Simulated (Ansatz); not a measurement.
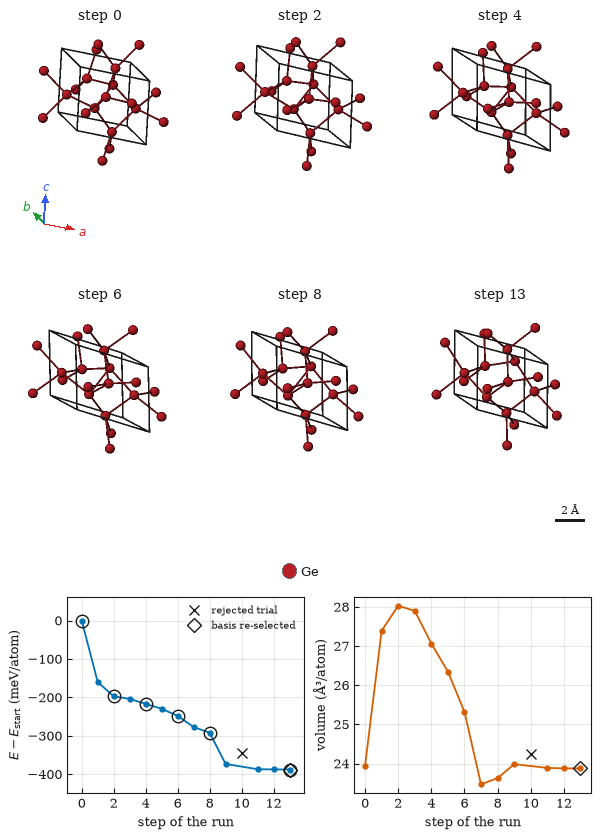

Frames of a relaxation of crystalline Ge (a generated structure, set up in R32) (coarse preliminary run), marked on the history of the run. The picture is a ball-and-stick view of the cell of the calculation, seen slightly off an axis.

The calculation used Ansatz 0.2.0, DFT PBE, scalar-relativistic, plane waves, PAW. Settings: plane-wave cutoff 420 eV; k-point mesh 6 × 6 × 6; occupations gaussian; smearing width 0.1 eV; no spin polarisation; cell and atoms relaxed; force threshold 0.04 eV/Å; at most 70 steps.

Question: What happens along the run?

Answer: After 11 accepted moves (13 points after the start) the energy has fallen by 388 meV per atom. The largest force component goes from 1.5 to 0.023 eV/Å. Pressure: 12.08 GPa at the start and −0.07 GPa at the end. The line search rejected the trial step at point 10 of the run. The SCF was repeated once at an unchanged geometry on a basis and grid sized afresh for the cell, which shifted the energy by 0.3 meV per atom at most. The largest moves relative to the cell, 0.76 Å, are those of Ge atoms. The drawn cell changes as follows: a = b = c 5.033 → 5.157 Å (+2.5 %), α 100.8° → 105.2°, β 100.8° → 105.2°, γ 100.8° → 105.2°; the volume changes by −0.3 %. Some distances before and after: Ge–Ge 4.545 → 2.530 Å, Ge–Ge 2.351 → 3.629 Å, Ge–Ge 2.402 → 2.547 Å, Ge–Ge 2.412 → 2.519 Å. Bonds break: Ge–Ge (2.35 → 3.63 Å). Among the angles between lasting bonds that change: Ge–Ge–Ge 149.5° → 119.7°, Ge–Ge–Ge 137.5° → 156.3°, Ge–Ge–Ge 120.0° → 110.9°. The space group stays R32 (No. 155). From step 0 to 2: Ge atoms move most (0.26 Å), volume +17.1 %, energy −197 meV per atom. From step 2 to 4: Ge atoms move most (0.15 Å), volume −3.4 %, energy −19.7 meV per atom. From step 4 to 6: Ge atoms move most (0.15 Å), volume −6.4 %, energy −31.1 meV per atom. From step 6 to 8: Ge atoms move most (0.15 Å), volume −6.7 %, energy −44.1 meV per atom. From step 8 to 13: Ge atoms move most (0.24 Å), volume +1.0 %, energy −95.7 meV per atom.

| step | E − E(0), meV/atom | largest force component, eV/Å | pressure, GPa | volume, Å³/atom | note |
| --- | --- | --- | --- | --- | --- |
| 0 | 0.00 | 1.4927 | 12.08 | 23.946 |  |
| 1 | -159.96 | 0.2488 | 2.51 | 27.390 |  |
| 2 | -197.08 | 0.0155 | 0.16 | 28.031 |  |
| 3 | -203.87 | 0.2977 | -1.13 | 27.897 |  |
| 4 | -216.74 | 0.3395 | -1.15 | 27.064 |  |
| 5 | -229.66 | 0.4338 | -1.31 | 26.348 |  |
| 6 | -247.81 | 0.5680 | -1.47 | 25.320 |  |
| 7 | -277.13 | 0.2104 | 0.61 | 23.468 |  |
| 8 | -291.89 | 1.1312 | 1.84 | 23.630 |  |
| 9 | -373.05 | 0.7113 | 0.46 | 23.984 |  |
| 10 | -345.53 | 2.0816 | -0.09 | 24.241 | rejected |
| 11 | -386.85 | 0.1539 | -0.13 | 23.889 |  |
| 12 | -387.30 | 0.0228 | -0.10 | 23.876 |  |
| 13 | -387.55 | 0.0231 | -0.07 | 23.876 | same geometry, new basis |
